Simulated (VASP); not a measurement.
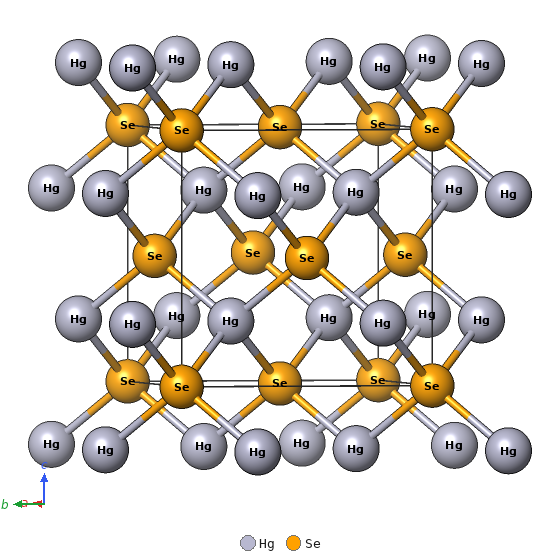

The compound is HgSe (space group F-43m, No. 216), taken as the geometry relaxed with VASP, VASP Kohn-Sham DFT of a periodic cell, PBEsol, VASP PAW PBE potentials, recommended.

Bonds are taken as Hg–Se below 3 Å; no other contact counts. Atoms with one bond or none are removed and atoms with two bonds are replaced by edges, until no such atom is left.

### What kind of net remains, and which atoms are its nodes?

A uninodal 4-connected, three-periodic net: Hg and Se are 4-connected nodes.

### Does the net have a name?

It is the dia net, known from diamond, zinc blende and cristobalite.

### Is the net interpenetrated?

It is a single net, without interpenetration.

### Give the first six terms of the coordination sequence (nodes one, two, three … edges away).

Hg and Se: 4, 12, 24, 42, 64, 92.

### Give the point symbol of each node (shortest cycle at each angle).

Hg and Se: 6⁶.
